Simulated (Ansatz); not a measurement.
System: Al6Ru.

```
Al Ru
1.0
     7.46057    0.00000    0.00000
     0.00000    6.52161    0.00000
     0.00000    0.00000    8.92864
Al Ru
24 4
Direct
  0.31950 0.00000 0.00000
  0.81950 0.50000 0.00000
  0.18050 0.50000 0.50000
  0.68050 0.00000 0.50000
  0.18050 0.50000 0.00000
  0.68050 0.00000 0.00000
  0.31950 0.00000 0.50000
  0.81950 0.50000 0.50000
  0.00000 0.14289 0.09846
  0.50000 0.64289 0.09846
  0.00000 0.85711 0.59846
  0.50000 0.35711 0.59846
  0.00000 0.14289 0.40154
  0.50000 0.64289 0.40154
  0.00000 0.85711 0.90154
  0.50000 0.35711 0.90154
  0.31949 0.29855 0.25000
  0.81949 0.79855 0.25000
  0.18051 0.20145 0.75000
  0.68051 0.70145 0.75000
  0.18051 0.79855 0.25000
  0.68051 0.29855 0.25000
  0.31949 0.70145 0.75000
  0.81949 0.20145 0.75000
  0.00000 0.46476 0.25000
  0.50000 0.96476 0.25000
  0.00000 0.53524 0.75000
  0.50000 0.03524 0.75000
```

Space group Cmcm; a structure from a database of computed crystals, not necessarily the ambient phase; computed without spin polarisation.

Method: Ansatz 0.2.0, DFT r2SCAN, scalar-relativistic, plane waves, PAW.

Q: What will maps of the valence pseudo-density and electron localisation function show?

A: Al–Ru (2.50 Å): ρ is about 0.44 e/Å³ halfway; the ELF is about 0.45 at the midpoint.
Al–Al (2.56 Å): ρ at the midpoint is about 0.27 e/Å³; the ELF peaks at about 0.70 between the atoms.
Al–Al (2.71 Å): the density is about 0.25 e/Å³ at the midpoint; the ELF peaks at about 0.65 between the atoms.
The ELF has a maximum of about 0.75 in the space between the atoms, 1.7 Å from four Al atoms, on no atom or two-centre bond.

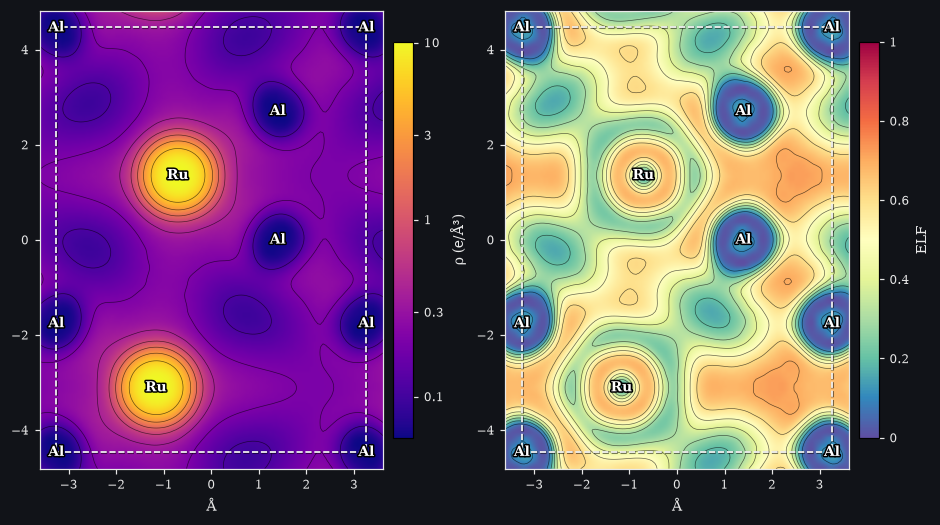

Computed valence pseudo-density and electron localisation function on the (100) plane of the conventional cell, in this order. 

Core electrons are frozen (PAW), and the valence fields are smoothed inside the atomic spheres.
